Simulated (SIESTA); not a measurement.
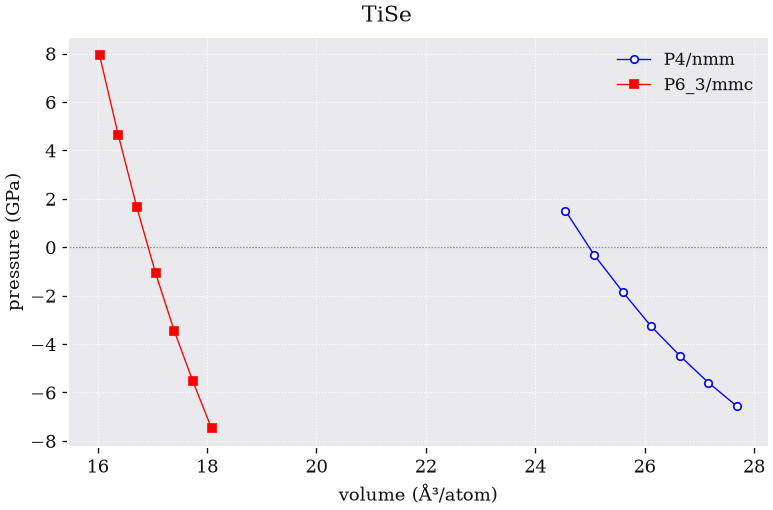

Plotted: pressure against volume, with one curve for each structure, for TiSe.

Calculation (SIESTA 5.4.2): DFT in numerical atomic orbitals with pseudopotentials, no spin polarisation; energies at scaled volumes of the given cell, shape and fractions fixed, counted from the fit's minimum, third-order Birch-Murnaghan fit. Level: LDA.

- occupations: Fermi–Dirac
- smearing width: 0.05 eV
- potentials: PseudoDojo 0.4 standard, converted to PSML, two zetas on semicore shells

Settings that differ: P4/nmm: k mesh 7×7×5; P6_3/mmc: k mesh 9×9×5.

Order the curves by fitted equilibrium volume, smallest first.

Answer. P6_3/mmc 16.919, P4/nmm 24.985 Å³/atom.

Order the curves by fitted bulk modulus, smallest first.

Answer. P4/nmm 81.4, P6_3/mmc 131.1 GPa.

Limits of the calculation: mulliken charges of long orbitals; shape and atomic fractions are frozen while scaling, which makes layered, chain and framework solids too stiff.
